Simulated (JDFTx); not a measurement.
**Geometry relaxation of MoSi2 (part 1 of 2)**

System: MoSi2 (I4/mmm, 3 atoms in the cell).
Method: Kohn-Sham DFT of a periodic cell, r2SCAN, SG15-PBE-1.2, no spin polarisation (JDFTx 1.7.0 (patched build)).

The structure derives from an entry of the Crystallography Open Database.

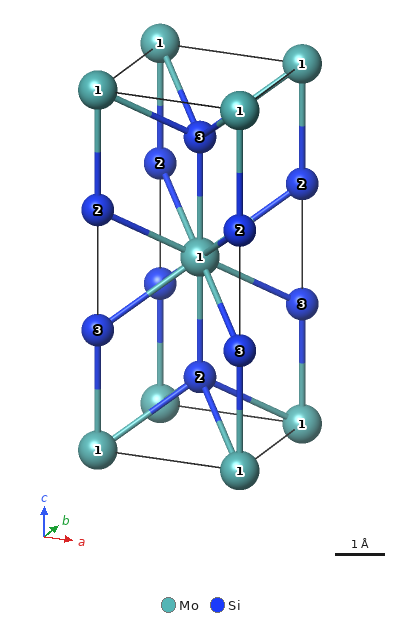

The input geometry (ball-and-stick view of the cell 2 times as large as that of the calculation, set on its symmetry axes, seen at an oblique angle; atoms are numbered from 1 in the order of the input). An atom can appear more than once, as a periodic image.

## Input
```
lattice \
   -3.0235617994     3.0235617994     3.0235617994 \
    3.0235617994    -3.0235617994     3.0235617994 \
    7.4275685328     7.4275685328    -7.4275685328
coords-type Lattice
ion Mo     0.0000000000     0.0000000000     0.0000000000 1
ion Si     0.6670000000     0.6670000000     0.0000000000 1
ion Si     0.3330000000     0.3330000000     0.0000000000 1

ion-species pseudo/Mo.upf
ion-species pseudo/Si.upf
elec-cutoff 40 320
elec-ex-corr mgga-x-r2scan mgga-c-r2scan
kpoint-folding 5 5 5
elec-smearing Fermi 0.0018374661
elec-n-bands 17
electronic-SCF nIterations 100 energyDiffThreshold 1e-09
electronic-minimize nIterations 30 energyDiffThreshold 1e-7
forces-output-coords Cartesian
lattice-minimize nIterations 40 energyDiffThreshold 1e-6

dump-name run.$VAR
dump End Ecomponents EigStats BandEigs Kpoints Forces Stress
```

Hardware: 1 thread of Intel Xeon (Sapphire Rapids), 32 GiB of memory available, shared host.

Command:
```bash
jdftx -c 1 -i Si2Mo.in -o Si2Mo.out
```

## Log
```
*************** JDFTx 1.7.0 (patched build) ***************

Input parsed successfully to the following command list (including defaults):
[... the input with its defaults ...]

---------- Setting up symmetries ----------

Non-trivial transmission matrix:
[   1   0   0  ]
[   0   1   0  ]
[   1   1   1  ]
with reduced lattice vectors:
[      0.000000      6.047124      3.023562  ]
[      6.047124     -0.000000      3.023562  ]
[      0.000000      0.000000     -7.427569  ]

Found 16 point-group symmetries of the bravais lattice
Found 16 space-group symmetries with basis
Applied RMS atom displacement 0 bohrs to make symmetries exact.

---------- Initializing the Grid ----------
R =
[     -3.02356      3.02356      3.02356  ]
[      3.02356     -3.02356      3.02356  ]
[      7.42757      7.42757     -7.42757  ]
unit cell volume = 271.609
G =
[ -3.3388e-17    1.03904   0.422964  ]
[    1.03904 -3.3388e-17   0.422964  ]
[    1.03904    1.03904 6.90898e-18  ]
Minimum fftbox size, Smin = [  72  72  72  ]
Chosen fftbox size, S = [  72  72  72  ]

---------- Initializing tighter grid for wavefunction operations ----------
R =
[     -3.02356      3.02356      3.02356  ]
[      3.02356     -3.02356      3.02356  ]
[      7.42757      7.42757     -7.42757  ]
unit cell volume = 271.609
G =
[ -3.3388e-17    1.03904   0.422964  ]
[    1.03904 -3.3388e-17   0.422964  ]
[    1.03904    1.03904 6.90898e-18  ]
Minimum fftbox size, Smin = [  52  52  52  ]
Chosen fftbox size, S = [  54  54  54  ]

---------- Exchange Correlation functional ----------
Initialized LibXC exchange functional 'Re-regularized SCAN exchange by Furness et al'
Initialized LibXC correlation functional 'Re-regularized SCAN correlation by Furness et al'

---------- Setting up pseudopotentials ----------
Width of ionic core gaussian charges (only for fluid interactions / plotting) set to 0

Reading pseudopotential file 'pseudo/Mo.upf':
  'Mo' pseudopotential, 'PBE' functional
  Generated using ONCVPSP code by D. R. Hamann
  14 valence electrons, 0 orbitals, 6 projectors, 602 radial grid points, with lMax = 2
  Core radius for overlap checks: 2.33 bohrs.

Reading pseudopotential file 'pseudo/Si.upf':
  'Si' pseudopotential, 'PBE' functional
  Generated using ONCVPSP code by D. R. Hamann
  4 valence electrons, 0 orbitals, 4 projectors, 602 radial grid points, with lMax = 1
  Core radius for overlap checks: 2.98 bohrs.

Initialized 2 species with 3 total atoms.

Folded 1 k-points by 5x5x5 to 125 k-points.

---------- Setting up k-points, bands, fillings ----------
Reduced to 18 k-points under symmetry.
Computing the number of bands and number of electrons
Calculating initial fillings.
nElectrons:  22.000000   nBands: 17   nStates: 18

----- Setting up reduced wavefunction bases (one per k-point) -----
average nbasis = 3279.720 , ideal nbasis = 3281.923

---------- Setting up ewald sum ----------
Optimum gaussian width for ewald sums = 2.200300 bohr.
Real space sum over 1573 unit cells with max indices [  5  5  6  ]
Reciprocal space sum over 3375 terms with max indices [  7  7  7  ]

---------- Allocating electronic variables ----------
Initializing wave functions:  (No orbitals for LCAO)  bandwidth-limited random numbers

--------- Lattice Minimization ---------

Setting the auxilliary hamiltonian equal to the subspace hamiltonian.

-------- Electronic minimization -----------
Will mix electronic and kinetic density at each iteration.
	FillingsUpdate:  mu: +1.132727886  nElectrons: 22.000000
	FillingsUpdate:  mu: +0.250006412  nElectrons: 22.000000
SCF: Cycle:  0   F: -63.395465835226311   dF: -1.217e+01   |Residual|: 7.694e+00   |deigs|: 1.739e+00
	FillingsUpdate:  mu: +0.402222770  nElectrons: 22.000000
SCF: Cycle:  1   F: -63.506191168187087   dF: -1.107e-01   |Residual|: 7.590e+00   |deigs|: 8.043e-01
	FillingsUpdate:  mu: +0.666962129  nElectrons: 22.000000
SCF: Cycle:  2   F: -74.640474239699941   dF: -1.113e+01   |Residual|: 3.830e+00   |deigs|: 1.007e+00
	FillingsUpdate:  mu: +0.630603492  nElectrons: 22.000000
SCF: Cycle:  3   F: -76.310470228873129   dF: -1.670e+00   |Residual|: 1.716e+00   |deigs|: 1.963e-01
	FillingsUpdate:  mu: +0.572790507  nElectrons: 22.000000
SCF: Cycle:  4   F: -76.449782734366693   dF: -1.393e-01   |Residual|: 2.356e-01   |deigs|: 9.251e-02
	FillingsUpdate:  mu: +0.616588122  nElectrons: 22.000000
SCF: Cycle:  5   F: -76.438288211369624   dF: +1.149e-02   |Residual|: 5.585e-01   |deigs|: 6.607e-02
	FillingsUpdate:  mu: +0.582388904  nElectrons: 22.000000
SCF: Cycle:  6   F: -76.485752113740290   dF: -4.746e-02   |Residual|: 2.412e-01   |deigs|: 5.634e-02
	FillingsUpdate:  mu: +0.599168639  nElectrons: 22.000000
SCF: Cycle:  7   F: -76.512120682058992   dF: -2.637e-02   |Residual|: 3.105e-02   |deigs|: 2.346e-02
	FillingsUpdate:  mu: +0.601048042  nElectrons: 22.000000
SCF: Cycle:  8   F: -76.509455394693546   dF: +2.665e-03   |Residual|: 9.589e-02   |deigs|: 4.540e-03
	FillingsUpdate:  mu: +0.598408889  nElectrons: 22.000000
SCF: Cycle:  9   F: -76.512732134295220   dF: -3.277e-03   |Residual|: 1.936e-02   |deigs|: 5.712e-03
	FillingsUpdate:  mu: +0.597454840  nElectrons: 22.000000
SCF: Cycle: 10   F: -76.512774515796210   dF: -4.238e-05   |Residual|: 1.287e-02   |deigs|: 2.223e-03
	FillingsUpdate:  mu: +0.597874588  nElectrons: 22.000000
SCF: Cycle: 11   F: -76.512847538138416   dF: -7.302e-05   |Residual|: 2.308e-03   |deigs|: 9.099e-04
	FillingsUpdate:  mu: +0.597962316  nElectrons: 22.000000
SCF: Cycle: 12   F: -76.512849472697965   dF: -1.935e-06   |Residual|: 7.278e-04   |deigs|: 1.984e-04
	FillingsUpdate:  mu: +0.597941633  nElectrons: 22.000000
SCF: Cycle: 13   F: -76.512849692969723   dF: -2.203e-07   |Residual|: 2.056e-04   |deigs|: 6.766e-05
	FillingsUpdate:  mu: +0.597933912  nElectrons: 22.000000
SCF: Cycle: 14   F: -76.512849724874172   dF: -3.190e-08   |Residual|: 6.334e-05   |deigs|: 3.492e-05
	FillingsUpdate:  mu: +0.597932497  nElectrons: 22.000000
SCF: Cycle: 15   F: -76.512849730907178   dF: -6.033e-09   |Residual|: 4.331e-05   |deigs|: 2.479e-05
	FillingsUpdate:  mu: +0.597933127  nElectrons: 22.000000
SCF: Cycle: 16   F: -76.512849733168053   dF: -2.261e-09   |Residual|: 7.039e-06   |deigs|: 2.032e-05
	FillingsUpdate:  mu: +0.597933006  nElectrons: 22.000000
SCF: Cycle: 17   F: -76.512849733914280   dF: -7.462e-10   |Residual|: 6.562e-06   |deigs|: 1.502e-05
	FillingsUpdate:  mu: +0.597932994  nElectrons: 22.000000
SCF: Cycle: 18   F: -76.512849734133837   dF: -2.196e-10   |Residual|: 4.969e-06   |deigs|: 1.197e-05
SCF: Converged (|Delta E|<1.000000e-09 for 2 iters).

Setting wave functions to eigenvectors of Hamiltonian
# Lattice vectors:
R =
[     -3.02356      3.02356      3.02356  ]
[      3.02356     -3.02356      3.02356  ]
[      7.42757      7.42757     -7.42757  ]
unit cell volume = 271.609

# Strain tensor in Cartesian coordinates:
[            0            0            0  ]
[            0            0            0  ]
[            0            0            0  ]

# Stress tensor in Cartesian coordinates [Eh/a0^3]:
[ -8.32434e-06            0            0  ]
[            0 -8.32434e-06            0  ]
[            0            0  4.62506e-05  ]

# Ionic positions in lattice coordinates:
ion Mo   0.000000000000000   0.000000000000000   0.000000000000000 1
ion Si   0.667000000000000   0.667000000000000   0.000000000000000 1
ion Si   0.333000000000000   0.333000000000000   0.000000000000000 1

# Forces in Cartesian coordinates:
force Mo   0.000000000000000  -0.000000000000000  -0.000000000000000 1
force Si   0.000000000000000   0.000000000000000  -0.006667686675676 1
force Si  -0.000000000000000  -0.000000000000000   0.006667686675676 1

# Energy components:
   Eewald =      -62.7502804585528366
       EH =       15.2294361754035368
     Eloc =      -50.2661874933268891
      Enl =        6.9398885293963355
      Exc =      -10.4091344387241538
       KE =       24.7435406011987453
-------------------------------------
     Etot =      -76.5127370846052628
       TS =        0.0001126495285771
-------------------------------------
        F =      -76.5128497341338374

LatticeMinimize: Iter:   0  F: -76.512849734133837  |grad|_K:  9.640e-03

-------- Electronic minimization -----------
Will mix electronic and kinetic density at each iteration.
	FillingsUpdate:  mu: +0.597932994  nElectrons: 22.000000
	FillingsUpdate:  mu: +0.598030945  nElectrons: 22.000000
SCF: Cycle:  0   F: -76.512867097019367   dF: -1.268e-05   |Residual|: 6.030e-03   |deigs|: 2.931e-05
	FillingsUpdate:  mu: +0.598269564  nElectrons: 22.000000
SCF: Cycle:  1   F: -76.512926168011120   dF: -5.907e-05   |Residual|: 3.999e-03   |deigs|: 6.464e-04
	FillingsUpdate:  mu: +0.598193754  nElectrons: 22.000000
SCF: Cycle:  2   F: -76.512930673842760   dF: -4.506e-06   |Residual|: 2.150e-03   |deigs|: 1.434e-04
	FillingsUpdate:  mu: +0.598129061  nElectrons: 22.000000
SCF: Cycle:  3   F: -76.512933128178005   dF: -2.454e-06   |Residual|: 2.662e-04   |deigs|: 1.230e-04
	FillingsUpdate:  mu: +0.598135907  nElectrons: 22.000000
SCF: Cycle:  4   F: -76.512933204669451   dF: -7.649e-08   |Residual|: 1.883e-04   |deigs|: 1.631e-05
	FillingsUpdate:  mu: +0.598133980  nElectrons: 22.000000
SCF: Cycle:  5   F: -76.512933224851366   dF: -2.018e-08   |Residual|: 4.668e-05   |deigs|: 3.196e-06
	FillingsUpdate:  mu: +0.598133769  nElectrons: 22.000000
SCF: Cycle:  6   F: -76.512933229331523   dF: -4.480e-09   |Residual|: 2.860e-05   |deigs|: 1.630e-06
	FillingsUpdate:  mu: +0.598133159  nElectrons: 22.000000
SCF: Cycle:  7   F: -76.512933230828224   dF: -1.497e-09   |Residual|: 9.640e-06   |deigs|: 1.765e-06
	FillingsUpdate:  mu: +0.598133269  nElectrons: 22.000000
SCF: Cycle:  8   F: -76.512933231319437   dF: -4.912e-10   |Residual|: 4.018e-06   |deigs|: 2.856e-06
	FillingsUpdate:  mu: +0.598133232  nElectrons: 22.000000
SCF: Cycle:  9   F: -76.512933231496675   dF: -1.772e-10   |Residual|: 2.244e-06   |deigs|: 1.350e-06
SCF: Converged (|Delta E|<1.000000e-09 for 2 iters).

Setting wave functions to eigenvectors of Hamiltonian
# Lattice vectors:
R =
[     -3.02372      3.02372      3.02372  ]
[      3.02372     -3.02372      3.02372  ]
[      7.42534      7.42534     -7.42534  ]
unit cell volume = 271.557

# Strain tensor in Cartesian coordinates:
[  5.39094e-05            0            0  ]
[            0  5.39094e-05            0  ]
[            0            0 -0.000299525  ]

# Stress tensor in Cartesian coordinates [Eh/a0^3]:
[ -9.66974e-06            0            0  ]
[            0 -9.66974e-06            0  ]
[            0            0  3.80908e-05  ]

# Ionic positions in lattice coordinates:
ion Mo   0.000000000000000   0.000000000000000   0.000000000000000 1
ion Si   0.666551152800124   0.666551152800124  -0.000000000000000 1
ion Si   0.333448847199876   0.333448847199876   0.000000000000000 1

# Forces in Cartesian coordinates:
force Mo   0.000000000000000   0.000000000000000   0.000000000000000 1
force Si  -0.000000000000000  -0.000000000000000  -0.005299336488058 1
force Si   0.000000000000000  -0.000000000000000   0.005299336488058 1

# Energy components:
   Eewald =      -62.7454440557836222
       EH =       15.2365872364542980
     Eloc =      -50.2795248058924216
      Enl =        6.9402158138498136
      Exc =      -10.4097204108088999
       KE =       24.7450671892702054
-------------------------------------
     Etot =      -76.5128190329106275
       TS =        0.0001141985860413
-------------------------------------
        F =      -76.5129332314966746

LatticeMinimize: Iter:   1  F: -76.512933231496675  |grad|_K:  7.684e-03  alpha:  1.000e+00  linmin: -5.900e-01

-------- Electronic minimization -----------
Will mix electronic and kinetic density at each iteration.
	FillingsUpdate:  mu: +0.598133232  nElectrons: 22.000000
	FillingsUpdate:  mu: +0.596940997  nElectrons: 22.000000
SCF: Cycle:  0   F: -76.512048528876264   dF: -9.771e-05   |Residual|: 2.793e-02   |deigs|: 1.030e-04
	FillingsUpdate:  mu: +0.598709346  nElectrons: 22.000000
SCF: Cycle:  1   F: -76.512980011414101   dF: -9.315e-04   |Residual|: 1.681e-02   |deigs|: 2.917e-03
	FillingsUpdate:  mu: +0.598353867  nElectrons: 22.000000
SCF: Cycle:  2   F: -76.513046254903003   dF: -6.624e-05   |Residual|: 7.829e-03   |deigs|: 6.850e-04
	FillingsUpdate:  mu: +0.598156215  nElectrons: 22.000000
SCF: Cycle:  3   F: -76.513078368538899   dF: -3.211e-05   |Residual|: 1.461e-03   |deigs|: 4.445e-04
	FillingsUpdate:  mu: +0.598211571  nElectrons: 22.000000
SCF: Cycle:  4   F: -76.513079215860415   dF: -8.473e-07   |Residual|: 6.614e-04   |deigs|: 1.222e-04
	FillingsUpdate:  mu: +0.598195972  nElectrons: 22.000000
SCF: Cycle:  5   F: -76.513079378021203   dF: -1.622e-07   |Residual|: 1.172e-04   |deigs|: 1.687e-05
	FillingsUpdate:  mu: +0.598200268  nElectrons: 22.000000
SCF: Cycle:  6   F: -76.513079400702622   dF: -2.268e-08   |Residual|: 1.209e-04   |deigs|: 6.818e-06
	FillingsUpdate:  mu: +0.598196456  nElectrons: 22.000000
SCF: Cycle:  7   F: -76.513079411653493   dF: -1.095e-08   |Residual|: 3.698e-05   |deigs|: 6.846e-06
	FillingsUpdate:  mu: +0.598196998  nElectrons: 22.000000
SCF: Cycle:  8   F: -76.513079414498321   dF: -2.845e-09   |Residual|: 1.550e-05   |deigs|: 1.925e-06
	FillingsUpdate:  mu: +0.598196778  nElectrons: 22.000000
SCF: Cycle:  9   F: -76.513079415777298   dF: -1.279e-09   |Residual|: 7.782e-06   |deigs|: 3.311e-07
	FillingsUpdate:  mu: +0.598196910  nElectrons: 22.000000
SCF: Cycle: 10   F: -76.513079416231520   dF: -4.542e-10   |Residual|: 9.977e-06   |deigs|: 3.206e-07
	FillingsUpdate:  mu: +0.598196875  nElectrons: 22.000000
SCF: Cycle: 11   F: -76.513079416358153   dF: -1.266e-10   |Residual|: 1.644e-05   |deigs|: 3.807e-07
SCF: Converged (|Delta E|<1.000000e-09 for 2 iters).

Setting wave functions to eigenvectors of Hamiltonian
# Lattice vectors:
R =
[     -3.02572      3.02572      3.02572  ]
[      3.02572     -3.02572      3.02572  ]
[      7.41552      7.41552     -7.41552  ]
unit cell volume = 271.556

# Strain tensor in Cartesian coordinates:
[  0.000714137            0            0  ]
[            0  0.000714137            0  ]
[            0            0  -0.00162186  ]

# Stress tensor in Cartesian coordinates [Eh/a0^3]:
[ -8.39271e-06            0            0  ]
[            0 -8.39271e-06            0  ]
[            0            0  4.46498e-06  ]

# Ionic positions in lattice coordinates:
ion Mo   0.000000000000000   0.000000000000000   0.000000000000000 1
ion Si   0.664866271967175   0.664866271967175   0.000000000000000 1
ion Si   0.335133728032826   0.335133728032826  -0.000000000000000 1
```
